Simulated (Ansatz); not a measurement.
# Residual resistivity of an alloy: Re(0001) with 2 layers of random Re-Nb, 2x2, part 2 of 2

How strongly does chemical disorder scatter in Re(0001) with 2 layers of random Re-Nb, 2x2?

Ansatz 0.2.0; Ansatz plane-wave DFT, PBE, PAW files; ballistic transport by layer matching (Landauer), zero bias; PAW set soft_1.

So far. Step 2 (With 2 alloy layers): Over the solved energies the transmission per spin lies between 4.28 and 4.54, out of 5.28 channels of the lead on average (up to 5.38).

## Step 3: With 6 alloy layers

System of this step: Re(0001) with 6 layers of random Re-Nb, 2x2. The cell holds 64 atoms: 61 Re and 3 Nb. Cell: a = 5.522 Å, b = 5.522 Å, c = 35.666 Å, α = 90.0°, β = 90.0°, γ = 120.0°. It derives from Re. Regions: lead, 40 atoms (40 Re); scattering region, 24 atoms (21 Re and 3 Nb). The structure is stacked along c, and the current runs across the ab planes.

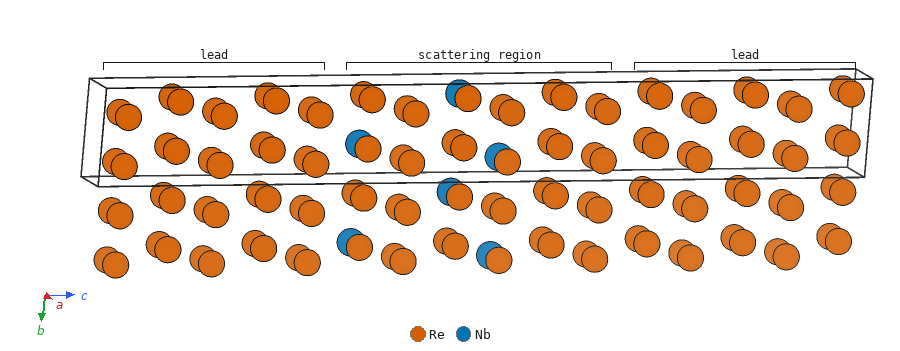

The cell of this step (rhenium orange, niobium blue). 1×2×1 cells are drawn.

File input.yaml:

```yaml
crystal:
  lattice:
    - [5.5216, 0.0, 0.0]
    - [-2.7608, 4.7818458695, 0.0]
    - [0.0, 0.0, 35.6656]
  atoms:
    - { symbol: Re, position: [0.1666666667, 0.3333333333, 0.03125] }
    - { symbol: Re, position: [0.1666666667, 0.8333333333, 0.03125] }
    - { symbol: Re, position: [0.6666666667, 0.3333333333, 0.03125] }
    - { symbol: Re, position: [0.6666666667, 0.8333333333, 0.03125] }
    - { symbol: Re, position: [0.3333333333, 0.1666666667, 0.09375] }
    - { symbol: Re, position: [0.3333333333, 0.6666666667, 0.09375] }
    - { symbol: Re, position: [0.8333333333, 0.1666666667, 0.09375] }
    - { symbol: Re, position: [0.8333333333, 0.6666666667, 0.09375] }
    - { symbol: Re, position: [0.1666666667, 0.3333333333, 0.15625] }
    - { symbol: Re, position: [0.1666666667, 0.8333333333, 0.15625] }
    - { symbol: Re, position: [0.6666666667, 0.3333333333, 0.15625] }
    - { symbol: Re, position: [0.6666666667, 0.8333333333, 0.15625] }
    - { symbol: Re, position: [0.3333333333, 0.1666666667, 0.21875] }
    - { symbol: Re, position: [0.3333333333, 0.6666666667, 0.21875] }
    - { symbol: Re, position: [0.8333333333, 0.1666666667, 0.21875] }
    - { symbol: Re, position: [0.8333333333, 0.6666666667, 0.21875] }
    - { symbol: Re, position: [0.1666666667, 0.3333333333, 0.28125] }
    - { symbol: Re, position: [0.1666666667, 0.8333333333, 0.28125] }
    - { symbol: Re, position: [0.6666666667, 0.3333333333, 0.28125] }
    - { symbol: Re, position: [0.6666666667, 0.8333333333, 0.28125] }
    - { symbol: Re, position: [0.3333333333, 0.1666666667, 0.34375] }
    - { symbol: Nb, position: [0.3333333333, 0.6666666667, 0.34375] }
    - { symbol: Re, position: [0.8333333333, 0.1666666667, 0.34375] }
    - { symbol: Re, position: [0.8333333333, 0.6666666667, 0.34375] }
    - { symbol: Re, position: [0.1666666667, 0.3333333333, 0.40625] }
    - { symbol: Re, position: [0.1666666667, 0.8333333333, 0.40625] }
    - { symbol: Re, position: [0.6666666667, 0.3333333333, 0.40625] }
    - { symbol: Re, position: [0.6666666667, 0.8333333333, 0.40625] }
    - { symbol: Nb, position: [0.3333333333, 0.1666666667, 0.46875] }
    - { symbol: Re, position: [0.3333333333, 0.6666666667, 0.46875] }
    - { symbol: Re, position: [0.8333333333, 0.1666666667, 0.46875] }
    - { symbol: Re, position: [0.8333333333, 0.6666666667, 0.46875] }
    - { symbol: Re, position: [0.1666666667, 0.3333333333, 0.53125] }
    - { symbol: Nb, position: [0.1666666667, 0.8333333333, 0.53125] }
    - { symbol: Re, position: [0.6666666667, 0.3333333333, 0.53125] }
    - { symbol: Re, position: [0.6666666667, 0.8333333333, 0.53125] }
    - { symbol: Re, position: [0.3333333333, 0.1666666667, 0.59375] }
    - { symbol: Re, position: [0.3333333333, 0.6666666667, 0.59375] }
    - { symbol: Re, position: [0.8333333333, 0.1666666667, 0.59375] }
    - { symbol: Re, position: [0.8333333333, 0.6666666667, 0.59375] }
    - { symbol: Re, position: [0.1666666667, 0.3333333333, 0.65625] }
    - { symbol: Re, position: [0.1666666667, 0.8333333333, 0.65625] }
    - { symbol: Re, position: [0.6666666667, 0.3333333333, 0.65625] }
    - { symbol: Re, position: [0.6666666667, 0.8333333333, 0.65625] }
    - { symbol: Re, position: [0.3333333333, 0.1666666667, 0.71875] }
    - { symbol: Re, position: [0.3333333333, 0.6666666667, 0.71875] }
    - { symbol: Re, position: [0.8333333333, 0.1666666667, 0.71875] }
    - { symbol: Re, position: [0.8333333333, 0.6666666667, 0.71875] }
    - { symbol: Re, position: [0.1666666667, 0.3333333333, 0.78125] }
    - { symbol: Re, position: [0.1666666667, 0.8333333333, 0.78125] }
    - { symbol: Re, position: [0.6666666667, 0.3333333333, 0.78125] }
    - { symbol: Re, position: [0.6666666667, 0.8333333333, 0.78125] }
    - { symbol: Re, position: [0.3333333333, 0.1666666667, 0.84375] }
    - { symbol: Re, position: [0.3333333333, 0.6666666667, 0.84375] }
    - { symbol: Re, position: [0.8333333333, 0.1666666667, 0.84375] }
    - { symbol: Re, position: [0.8333333333, 0.6666666667, 0.84375] }
    - { symbol: Re, position: [0.1666666667, 0.3333333333, 0.90625] }
    - { symbol: Re, position: [0.1666666667, 0.8333333333, 0.90625] }
    - { symbol: Re, position: [0.6666666667, 0.3333333333, 0.90625] }
    - { symbol: Re, position: [0.6666666667, 0.8333333333, 0.90625] }
    - { symbol: Re, position: [0.3333333333, 0.1666666667, 0.96875] }
    - { symbol: Re, position: [0.3333333333, 0.6666666667, 0.96875] }
    - { symbol: Re, position: [0.8333333333, 0.1666666667, 0.96875] }
    - { symbol: Re, position: [0.8333333333, 0.6666666667, 0.96875] }
kpoints:
  mp_grid: { grid: [5, 5, 1] }
hamiltonian:
  xc: pbe
  pseudopotentials: { kind: paw, azcp: { folder: soft_1 } }
scf:
  occupations: { method: fermi_dirac, width: 0.1 }
output:
  transmission:
    leads: [[0, 8]]
    kmesh: [10, 10]
    e_range: [-0.05, 0.05]
    de: 0.05
  write_potential: true
  write_density: true
  volumetric_format: npy
```

Command:

```sh
ansatz run input.yaml --threads 4 --pin off --max-ram 15360MiB --backend cpu --events-out ev --progress --plain --runs-dir out
```

Numbers of over 12 decimals in the logs are rounded to 6 here.

What it wrote:

```text
[...]
Crystal: 64 atoms, lattice volume = 941.695 Å³
Basis set: ecut = 420 eV, 18377 PW (Γ)
Bands: 573, of which v1, the nominal top of the filled ones, is band 477 counted from 1 (476 counted from 0)
Symmetry: 1 space group operations
[...]
k-points: 13 of 25 (time reversal used)
[...]
SCF iter   1: F=—  HF=-676695.597349 eV  |F-HF|=—  |Δ(HF+E_count)|=         —  Δρ=6.33e-2  dr2=2.10e2  ethr=3.10e-3  ⟨swp⟩=5.0  Hψ=22312  notcnv=0
[...]
SCF iter   8: F=-676682.212348 eV  HF=-676682.212348 eV  |F-HF|=1.35e-8  |Δ(HF+E_count)|=   5.98e-8  Δρ=1.06e-6  dr2=1.98e-8  ethr=1.05e-11  ⟨swp⟩=8.0  Hψ=18050  notcnv=0
SCF 1 converged in 8 iterations: F = -676682.212348 eV  dr2 = 1.98e-8
[...]
transmission: 339 of 3380 steps passed
transmission: 676 of 3380 steps passed
[...]
transmission: 3380 of 3380 steps passed
SCF converged after 8 iterations
Free energy (F): -676682.212348 eV
[...]
Internal energy: -676680.407037 eV  (E = F + TS)
E sigma→0 (E₀):  -676681.309692 eV
Entropy (-TS):   -1.805311 eV (-28.208 meV/atom)
Fermi energy:    23.979552 eV
[...]
--- Band table (eV; the first three rows and the last of 13) ---
  k-point 0: bands = [... 473 lower, 24.4518, 24.4915, 24.5141, 24.6152, 24.6867, 24.6988, 24.9278, 24.9561, ... 92 higher]
  k-point 1: bands = [... 473 lower, 24.1304, 24.1438, 24.1641, 24.2061, 24.2496, 24.2612, 24.2870, 24.2966, ... 92 higher]
  k-point 2: bands = [... 473 lower, 23.6345, 23.6687, 23.7004, 23.7277, 23.7456, 23.7873, 23.8430, 23.8862, ... 92 higher]
  k-point 12: bands = [... 473 lower, 23.7161, 23.7272, 23.7589, 23.7890, 23.8035, 23.8465, 23.9341, 23.9453, ... 92 higher]
--- Transmission ---
  basis      : 235 plane waves across, 65 finite elements along
  points     : 52, standing for a mesh of 10 x 10
[...]
channels       : 5.380000e0 a spin
[...]
junction   : crystal 0 to crystal 0, -1.53 to 29.68 Å
    transmission   : 3.677056e0 a spin
[...]
```

Wall time 10 min (4 threads of Intel Xeon Platinum 8375C at 2.90GHz (Ice Lake), shared host); peak memory 10 GiB; 36 min of CPU time.

Numbers from this step:

```yaml
free_energy: -676682.2123 eV
energy_at_zero_smearing: -676681.3097 eV
fermi_energy: 23.98 eV
transmission_per_spin_nearest_the_fermi_level: 3.677
step_of_the_lead_s_potential: 5 meV
```

Per spin. The transmission, zone mean by energy, zero at the Fermi level:

```tsv
energy (eV)	transmission, zone mean
-0.0500	3.50
0.0000	3.68
0.0500	3.65
```

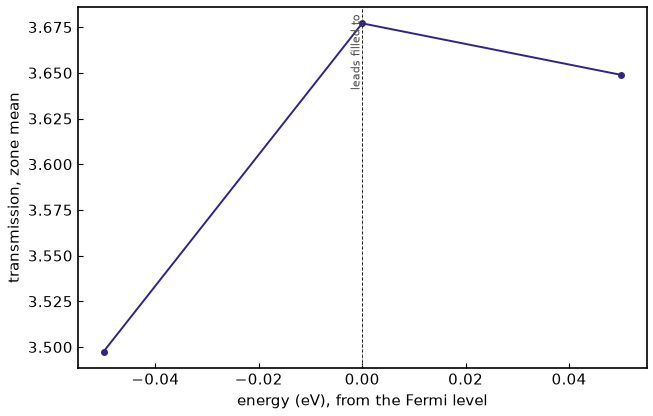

Transmission, zone mean against energy.

Over the solved energies the transmission per spin lies between 3.50 and 3.68, out of 5.27 channels of the lead on average (up to 5.38).

## Step 4: With 10 alloy layers

System of this step: Re(0001) with 10 layers of random Re-Nb, 2x2. The cell holds 80 atoms: 75 Re and 5 Nb. Its edges and angles: a = 5.522 Å, b = 5.522 Å, c = 44.582 Å, α = 90.0°, β = 90.0°, γ = 120.0°. It derives from Re. Regions: lead, 40 atoms (40 Re); scattering region, 40 atoms (35 Re and 5 Nb). The structure is stacked along c, and the current runs across the ab planes.

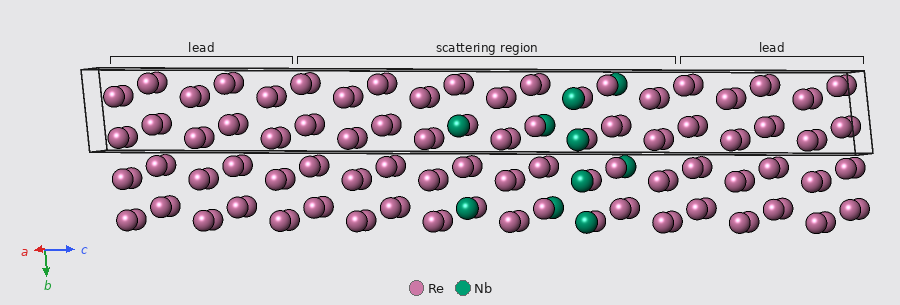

The cell of this step (rhenium pink, niobium teal). 1×2×1 cells are drawn.

File input.yaml:

```yaml
crystal:
  lattice:
    - [5.5216, 0.0, 0.0]
    - [-2.7608, 4.7818458695, 0.0]
    - [0.0, 0.0, 44.582]
  atoms:
    - { symbol: Re, position: [0.1666666667, 0.3333333333, 0.025] }
    - { symbol: Re, position: [0.1666666667, 0.8333333333, 0.025] }
    - { symbol: Re, position: [0.6666666667, 0.3333333333, 0.025] }
    - { symbol: Re, position: [0.6666666667, 0.8333333333, 0.025] }
    - { symbol: Re, position: [0.3333333333, 0.1666666667, 0.075] }
    - { symbol: Re, position: [0.3333333333, 0.6666666667, 0.075] }
    - { symbol: Re, position: [0.8333333333, 0.1666666667, 0.075] }
    - { symbol: Re, position: [0.8333333333, 0.6666666667, 0.075] }
    - { symbol: Re, position: [0.1666666667, 0.3333333333, 0.125] }
    - { symbol: Re, position: [0.1666666667, 0.8333333333, 0.125] }
    - { symbol: Re, position: [0.6666666667, 0.3333333333, 0.125] }
    - { symbol: Re, position: [0.6666666667, 0.8333333333, 0.125] }
    - { symbol: Re, position: [0.3333333333, 0.1666666667, 0.175] }
    - { symbol: Re, position: [0.3333333333, 0.6666666667, 0.175] }
    - { symbol: Re, position: [0.8333333333, 0.1666666667, 0.175] }
    - { symbol: Re, position: [0.8333333333, 0.6666666667, 0.175] }
    - { symbol: Re, position: [0.1666666667, 0.3333333333, 0.225] }
    - { symbol: Re, position: [0.1666666667, 0.8333333333, 0.225] }
    - { symbol: Re, position: [0.6666666667, 0.3333333333, 0.225] }
    - { symbol: Re, position: [0.6666666667, 0.8333333333, 0.225] }
    - { symbol: Re, position: [0.3333333333, 0.1666666667, 0.275] }
    - { symbol: Re, position: [0.3333333333, 0.6666666667, 0.275] }
    - { symbol: Re, position: [0.8333333333, 0.1666666667, 0.275] }
    - { symbol: Re, position: [0.8333333333, 0.6666666667, 0.275] }
    - { symbol: Re, position: [0.1666666667, 0.3333333333, 0.325] }
    - { symbol: Re, position: [0.1666666667, 0.8333333333, 0.325] }
    - { symbol: Re, position: [0.6666666667, 0.3333333333, 0.325] }
    - { symbol: Re, position: [0.6666666667, 0.8333333333, 0.325] }
    - { symbol: Re, position: [0.3333333333, 0.1666666667, 0.375] }
    - { symbol: Re, position: [0.3333333333, 0.6666666667, 0.375] }
    - { symbol: Re, position: [0.8333333333, 0.1666666667, 0.375] }
    - { symbol: Re, position: [0.8333333333, 0.6666666667, 0.375] }
    - { symbol: Re, position: [0.1666666667, 0.3333333333, 0.425] }
    - { symbol: Re, position: [0.1666666667, 0.8333333333, 0.425] }
    - { symbol: Re, position: [0.6666666667, 0.3333333333, 0.425] }
    - { symbol: Re, position: [0.6666666667, 0.8333333333, 0.425] }
    - { symbol: Re, position: [0.3333333333, 0.1666666667, 0.475] }
    - { symbol: Re, position: [0.3333333333, 0.6666666667, 0.475] }
    - { symbol: Re, position: [0.8333333333, 0.1666666667, 0.475] }
    - { symbol: Nb, position: [0.8333333333, 0.6666666667, 0.475] }
    - { symbol: Re, position: [0.1666666667, 0.3333333333, 0.525] }
    - { symbol: Re, position: [0.1666666667, 0.8333333333, 0.525] }
    - { symbol: Re, position: [0.6666666667, 0.3333333333, 0.525] }
    - { symbol: Re, position: [0.6666666667, 0.8333333333, 0.525] }
    - { symbol: Re, position: [0.3333333333, 0.1666666667, 0.575] }
    - { symbol: Nb, position: [0.3333333333, 0.6666666667, 0.575] }
    - { symbol: Re, position: [0.8333333333, 0.1666666667, 0.575] }
    - { symbol: Re, position: [0.8333333333, 0.6666666667, 0.575] }
    - { symbol: Re, position: [0.1666666667, 0.3333333333, 0.625] }
    - { symbol: Re, position: [0.1666666667, 0.8333333333, 0.625] }
    - { symbol: Nb, position: [0.6666666667, 0.3333333333, 0.625] }
    - { symbol: Nb, position: [0.6666666667, 0.8333333333, 0.625] }
    - { symbol: Nb, position: [0.3333333333, 0.1666666667, 0.675] }
    - { symbol: Re, position: [0.3333333333, 0.6666666667, 0.675] }
    - { symbol: Re, position: [0.8333333333, 0.1666666667, 0.675] }
    - { symbol: Re, position: [0.8333333333, 0.6666666667, 0.675] }
    - { symbol: Re, position: [0.1666666667, 0.3333333333, 0.725] }
    - { symbol: Re, position: [0.1666666667, 0.8333333333, 0.725] }
    - { symbol: Re, position: [0.6666666667, 0.3333333333, 0.725] }
    - { symbol: Re, position: [0.6666666667, 0.8333333333, 0.725] }
    - { symbol: Re, position: [0.3333333333, 0.1666666667, 0.775] }
    - { symbol: Re, position: [0.3333333333, 0.6666666667, 0.775] }
    - { symbol: Re, position: [0.8333333333, 0.1666666667, 0.775] }
    - { symbol: Re, position: [0.8333333333, 0.6666666667, 0.775] }
    - { symbol: Re, position: [0.1666666667, 0.3333333333, 0.825] }
    - { symbol: Re, position: [0.1666666667, 0.8333333333, 0.825] }
    - { symbol: Re, position: [0.6666666667, 0.3333333333, 0.825] }
    - { symbol: Re, position: [0.6666666667, 0.8333333333, 0.825] }
    - { symbol: Re, position: [0.3333333333, 0.1666666667, 0.875] }
    - { symbol: Re, position: [0.3333333333, 0.6666666667, 0.875] }
    - { symbol: Re, position: [0.8333333333, 0.1666666667, 0.875] }
    - { symbol: Re, position: [0.8333333333, 0.6666666667, 0.875] }
    - { symbol: Re, position: [0.1666666667, 0.3333333333, 0.925] }
    - { symbol: Re, position: [0.1666666667, 0.8333333333, 0.925] }
    - { symbol: Re, position: [0.6666666667, 0.3333333333, 0.925] }
    - { symbol: Re, position: [0.6666666667, 0.8333333333, 0.925] }
    - { symbol: Re, position: [0.3333333333, 0.1666666667, 0.975] }
    - { symbol: Re, position: [0.3333333333, 0.6666666667, 0.975] }
    - { symbol: Re, position: [0.8333333333, 0.1666666667, 0.975] }
    - { symbol: Re, position: [0.8333333333, 0.6666666667, 0.975] }
kpoints:
  mp_grid: { grid: [5, 5, 1] }
hamiltonian:
  xc: pbe
  pseudopotentials: { kind: paw, azcp: { folder: soft_1 } }
scf:
  occupations: { method: fermi_dirac, width: 0.1 }
output:
  transmission:
    leads: [[0, 8]]
    kmesh: [10, 10]
    e_range: [-0.05, 0.05]
    de: 0.05
  write_potential: true
  write_density: true
  volumetric_format: npy
```

What it wrote:

```text
[...]
Crystal: 80 atoms, lattice volume = 1177.118 Å³
Basis set: ecut = 420 eV, 23015 PW (Γ)
Bands: 714, of which v1, the nominal top of the filled ones, is band 595 counted from 1 (594 counted from 0)
Symmetry: 1 space group operations
[...]
k-points: 13 of 25 (time reversal used)
[...]
SCF iter   1: F=—  HF=-837974.413442 eV  |F-HF|=—  |Δ(HF+E_count)|=         —  Δρ=6.63e-2  dr2=6.06e2  ethr=3.10e-3  ⟨swp⟩=5.0  Hψ=27806  notcnv=0
[...]
SCF iter   9: F=-837955.327538 eV  HF=-837955.327538 eV  |F-HF|=2.68e-9  |Δ(HF+E_count)|=   7.45e-9  Δρ=3.51e-7  dr2=3.22e-9  ethr=3.33e-12  ⟨swp⟩=1.0  Hψ=25333  notcnv=0
SCF 1 converged in 9 iterations: F = -837955.327538 eV  dr2 = 3.22e-9
[...]
transmission: 417 of 4160 steps passed
transmission: 832 of 4160 steps passed
[...]
transmission: 4160 of 4160 steps passed
SCF converged after 9 iterations
Free energy (F): -837955.327538 eV
[...]
Internal energy: -837952.962676 eV  (E = F + TS)
E sigma→0 (E₀):  -837954.145107 eV
Entropy (-TS):   -2.364862 eV (-29.561 meV/atom)
Fermi energy:    23.950673 eV
[...]
--- Band table (eV; the first three rows and the last of 13) ---
  k-point 0: bands = [... 591 lower, 24.4862, 24.5124, 24.5480, 24.6607, 24.6783, 24.7025, 24.7147, 24.7274, ... 115 higher]
  k-point 1: bands = [... 591 lower, 24.0706, 24.0985, 24.1211, 24.1340, 24.1685, 24.2098, 24.2409, 24.2508, ... 115 higher]
  k-point 2: bands = [... 591 lower, 23.6462, 23.6677, 23.7026, 23.7340, 23.7542, 23.7649, 23.8015, 23.8203, ... 115 higher]
  k-point 12: bands = [... 591 lower, 23.7269, 23.7379, 23.7627, 23.7921, 23.8144, 23.8423, 23.8532, 23.8828, ... 115 higher]
--- Transmission ---
  basis      : 235 plane waves across, 80 finite elements along
  points     : 52, standing for a mesh of 10 x 10
[...]
channels       : 5.380000e0 a spin
[...]
junction   : crystal 0 to crystal 0, 3.76 to 43.88 Å
    transmission   : 3.088310e0 a spin
[...]
```

Wall time 15 min (4 threads); peak memory 8.6 GiB.

This step gave:

- free energy: -837955.3275 eV
- energy at zero smearing: -837954.1451 eV
- Fermi energy: 23.95 eV
- transmission per spin nearest the Fermi level: 3.088
- step of the lead's potential: 1.5 meV

Per spin. Transmission, zone mean against energy, zero at the Fermi level:

```tsv
energy (eV)	transmission, zone mean
-0.0500	2.98
0.0000	3.09
0.0500	3.07
```

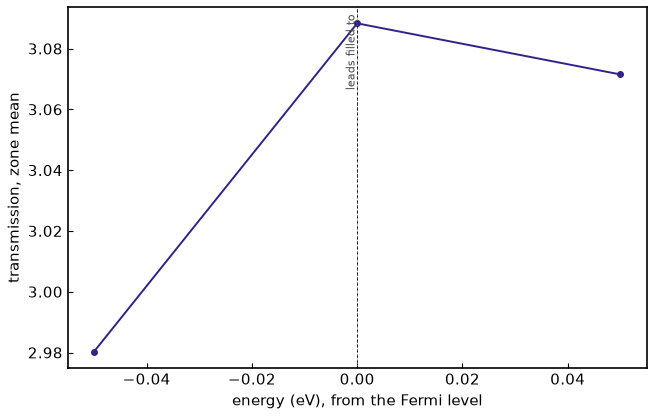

Transmission, zone mean, plotted against energy.

Over the solved energies the transmission per spin lies between 2.98 and 3.09, out of 5.25 channels of the lead on average (up to 5.38).

## Step 5: Resistance against length

This step: Ansatz plane-wave DFT, PBE, PAW files; ballistic transport by layer matching (Landauer), zero bias; residual resistivity from the slope of the area resistance, atoms on the host's lattice; PAW set soft_1 (Ansatz 0.2.0).

This step gave:

- resistivity: 19.36 µΩ cm
- intercept: 0.03841 fΩ m²
- scatter about the fit: 1.35e-4 fΩ m²

Resistance, by row:

```tsv
run	length (Å)	T	channels N	RA (fΩ m²)
n2	4.458	4.426	5.28	0.1246
n6	13.37	3.608	5.267	0.2975
n10	22.29	3.047	5.253	0.4698
```

The area resistance by length of the alloy:

```tsv
length of the alloy (Å)	area resistance (fΩ m²)
4.46	0.125
13.37	0.298
22.29	0.470
```

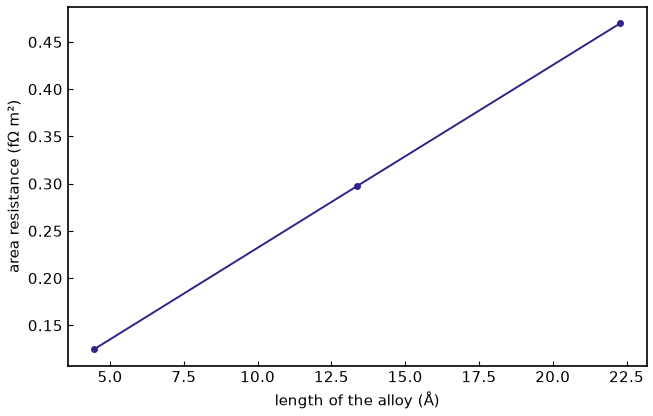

Area resistance, plotted against length of the alloy.

The area resistance goes from 0.12 to 0.47 fΩ m² between 4.5 and 22.3 Å, a slope of 19 µΩ cm.

By hand from the end points: (0.4698 − 0.1246) fΩ m² / (22.29 − 4.46) Å = 19 µΩ cm, since 1 fΩ m² per Å is 1000 µΩ cm.

## Step 6: Outcome

- resistivity from the slope: 19.4 µΩ cm
- area resistance over 4.46 Å: 0.125 fΩ m²
- area resistance over 13.4 Å: 0.298 fΩ m²
- area resistance over 22.3 Å: 0.470 fΩ m²

In words: The slope gives 19 µΩ cm. The points scatter by 1.4e-4 fΩ m² about the line, with one random draw a length in a 2x2 cell, so the slope is a rough value. Read with a model of isotropic scattering on a spherical Fermi surface and the lead's 1.5×10¹⁵ S/m², this slope means a mean free path near 26 Å; over these lengths the model's slope is 1.06 times its bulk resistivity, which would be 18 µΩ cm. The draw over the shortest length came out nearly ordered, with 12 symmetry operations, so that point is a poor sample of a random alloy. The atoms sit on the host's lattice, so scattering by size misfit is left out. Spin-orbit coupling is left out, which matters for Re.

[Logs are printed without paths, hosts, clocks, repeated set-up lines and the standing remarks that a program may print on its own settings, such as how far it seeks lower states.]

[Hosts, paths, dates, database ids (printed as entryN), source tags and the programs' standing remarks are cut or masked in the printed files.]
